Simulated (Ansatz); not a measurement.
**C$_{6}$N (slab): density, localisation and related maps**

```
C N
1.0
     2.46494    0.00000    0.00000
     1.23248    2.13469    0.00000
     0.00000    0.00000   25.74866
C N
6 1
Direct
  0.16562 0.16562 0.33011
  0.49896 0.49896 0.33014
  0.49753 0.49753 0.46137
  0.83086 0.83086 0.46141
  0.83084 0.83084 0.59353
  0.16417 0.16417 0.59354
  0.49686 0.49686 0.71494
```

The SCF solution may not be the lowest one; the program warned that a starting moment wasn't kept; spin-polarised.

Level of theory: DFT PBE+D3(BJ), scalar-relativistic, plane waves, PAW (Ansatz).

Core electrons are frozen (PAW), and the valence fields are smoothed inside the atomic spheres.

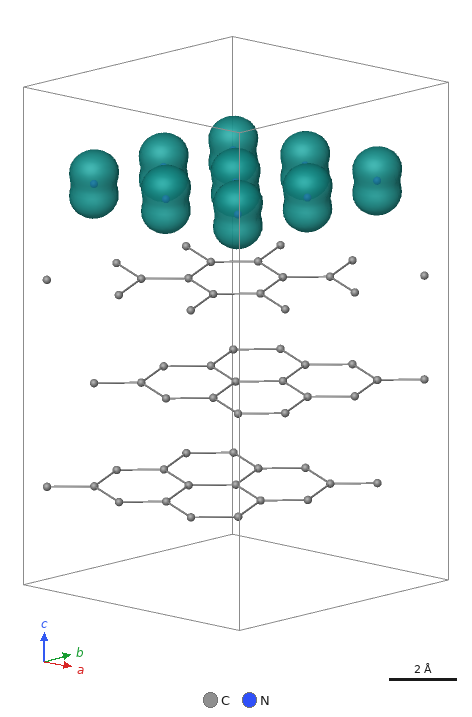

Figure 1. Isosurface of the magnetisation density (up minus down) at +0.1 e/Å³ (teal), seen at an oblique angle. Sticks mark near contacts.

Where is the spin, and how is it ordered?

The spin density sits on N: +1.1 μB in one cell of 7 atoms: a single local moment. The cell of the calculation (7 atoms) carries 1.2 μB of net spin moment.

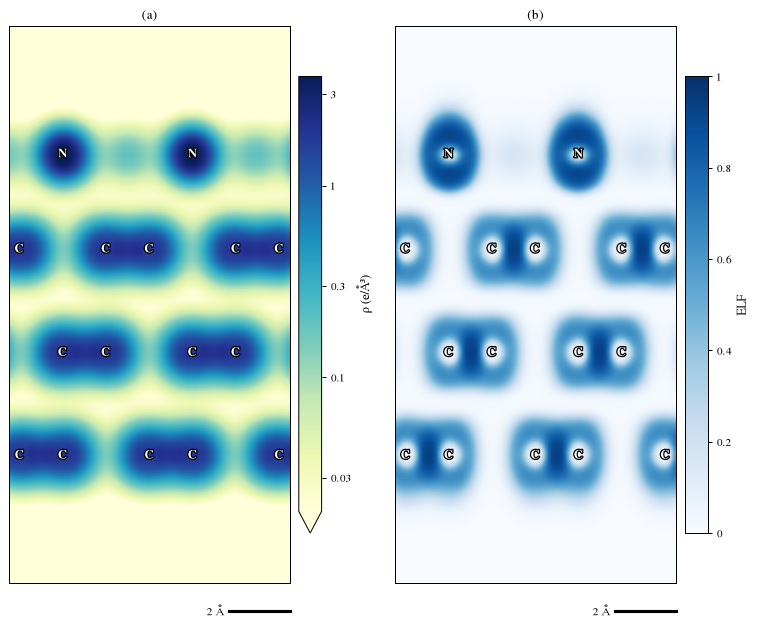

Figure 2. (a) valence pseudo-density; (b) ELF on the (11̄0) plane of the calculation cell, a cut from vacuum to vacuum.

What does the map show?

- The section cuts through C and N sites.
- C–C (1.42 Å): ρ at the midpoint is about 2 e/Å³; the ELF peaks at about 0.95 between the atoms.
- The density dies away to nearly zero in the vacuum.

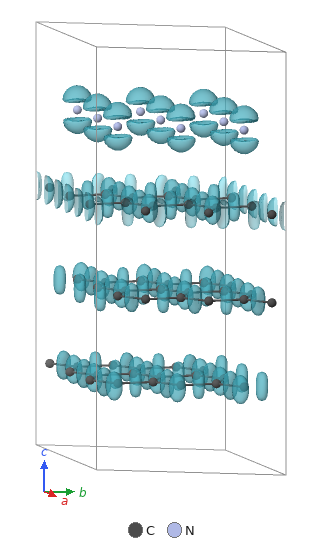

Figure 3. Isosurface of the electron localisation function at 0.85 (cyan), seen slightly off an axis. Only the valence region is drawn (cores and ρ < 0.01 e/Å³ removed). Sticks mark near contacts.

Identify the bonds, lone pairs and shells in this picture.

The surface consists of nine regions between bonded C–C atoms and two lobes on N, pointing away from the bonds (non-bonding electrons), counted in one cell of 7 atoms. Counts are for one cell; the picture repeats the cell along the surface. Along the contacts the grid gives the following. N–N (2.46 Å): the ELF peaks at about 0.80 in the valence shell of N, 0.6 Å from its nucleus, and drops to about 0.15 between the two atoms.
